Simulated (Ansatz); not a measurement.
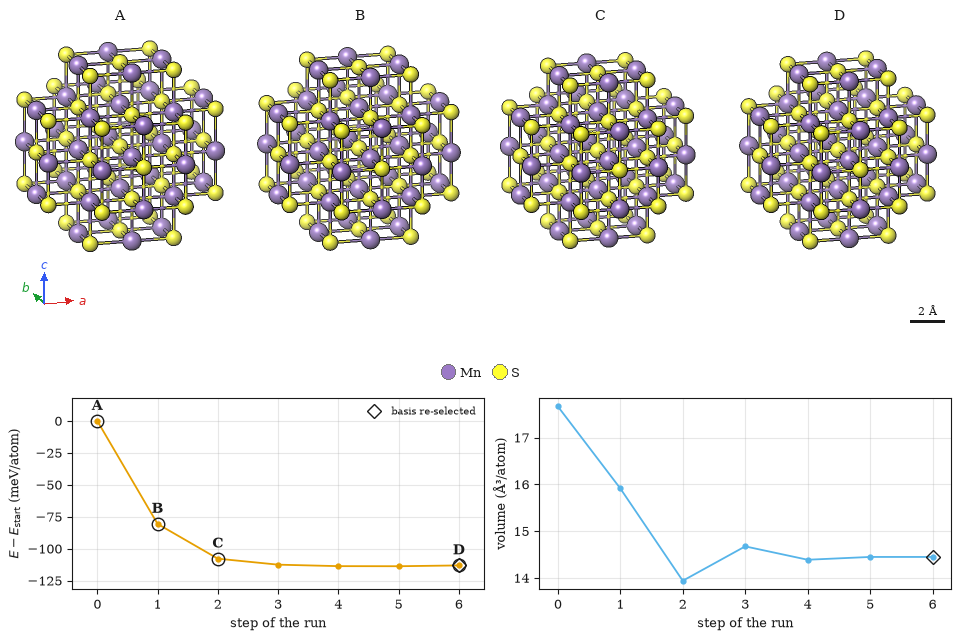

Frames of a relaxation of solid MnS (set up in Fm-3m), marked on the history of the run. Style: ball-and-stick. Shown: the conventional cell (4 times the calculation's cell), slightly off an axis. Lengths and directions refer to the drawn axes.

The run lets cell and atoms move.

The calculation used Kohn-Sham DFT of a periodic cell, PBEsol with D4, Ansatz PAW in Ansatz.

Input
```yaml
crystal:
  lattice:
    - [0.0, 2.6045, 2.6045]
    - [2.6045, 0.0, 2.6045]
    - [2.6045, 2.6045, 0.0]
  atoms:
    - { symbol: Mn, position: [0.0, 0.0, 0.0], spin: 4.0 }
    - { symbol: S, position: [0.5, 0.5, 0.5] }
hamiltonian:
  xc: pbesol
  pseudopotentials: { kind: paw }
  dispersion: d4
magnetization:
  spin_polarized: true
kpoints:
  mp_grid: { grid: [9, 9, 9] }
scf:
  occupations: { method: fermi_dirac, width: 0.05 }
output:
  forces: true
  stress: true
  write_density: true
  write_potential: true
  elf: true
  volumetric_format: npy
relax:
  f_tol: 0.01
  max_steps: 40
  cell: { stress_tol: 0.05 }
```

Launched with:
```bash
ansatz run input.yaml --threads 2 --pin off --max-ram 5120MiB --backend cpu --events-out ev --progress --plain --runs-dir out
```

What happens along the run?

Answer. The energy falls by 113 meV per atom in 5 accepted moves (6 points after the start). All forces vanish by symmetry, so only the cell relaxes. Pressure: −9.21 GPa at the start and −0.01 GPa at the end. At 1 point the geometry stayed and the basis and grid were re-selected for the new cell (energy shift of 0.6 meV per atom at most each time). No atom moves by more than 0.005 Å relative to the cell. Cell: a = b = c 5.209 → 4.871 Å (−6.5 %). Volume −18.2 %. Some distances before and after: Mn–S 2.604 → 2.436 Å. The space group stays Fm-3m (No. 225). The run took 4.8 s on 2 threads of AMD EPYC 9B45 (Zen 5) (shared host), peak memory 0.41 GiB. From step 0 to 1: volume −9.9 %, energy −80.5 meV per atom. From step 1 to 2: volume −12.4 %, energy −27.2 meV per atom. From step 2 to 6: volume +3.7 %, energy −5.3 meV per atom.
